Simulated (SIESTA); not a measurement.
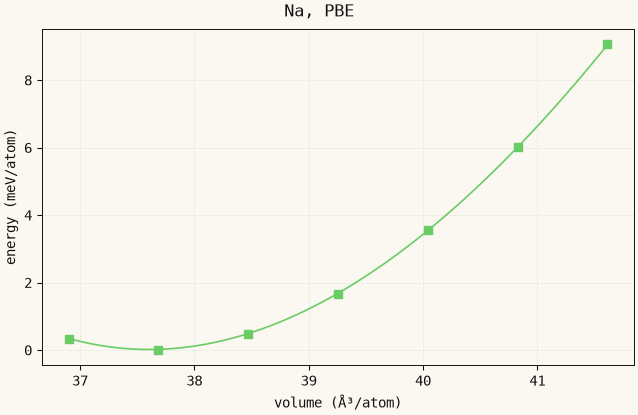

Calculation (SIESTA 5.4.2): DFT in numerical atomic orbitals with pseudopotentials, no spin polarisation; energies at scaled volumes of the given cell, shape and fractions fixed, counted from the fit's minimum, third-order Birch-Murnaghan fit. Level: PBE.

```tsv
setting	value
k mesh	9×9×9
occupations	Fermi–Dirac
smearing width	0.05 eV
potentials	PseudoDojo 0.4 standard, converted to PSML, two zetas on semicore shells
program settings	basis DZP, mesh cutoff 800 Ry
```

Structure:
```cif
data_structure
_symmetry_space_group_name_H-M 'P 1'
_symmetry_Int_Tables_number 1
_cell_length_a 3.7083
_cell_length_b 3.7083
_cell_length_c 3.7083
_cell_angle_alpha 109.471
_cell_angle_beta 109.471
_cell_angle_gamma 109.471
_cell_volume 39.26
loop_
_atom_site_label
_atom_site_type_symbol
_atom_site_fract_x
_atom_site_fract_y
_atom_site_fract_z
_atom_site_occupancy
Na1 Na 0.00000 0.00000 0.00000 1
```

Figure. Energy against volume for Na, space group Im-3m (No. 229).

A third-order Birch–Murnaghan fit gives V0 = 37.60 Å³/atom, B0 = 7.8 GPa and B′ = 3.2. The energy is 0.33 meV/atom at volume 36.90 Å³/atom and 9.07 meV/atom at 41.61 Å³/atom; the lowest computed point is at volume 37.69 Å³/atom (0.00 meV/atom), in a single well.

Keep in mind: mulliken charges of long orbitals.
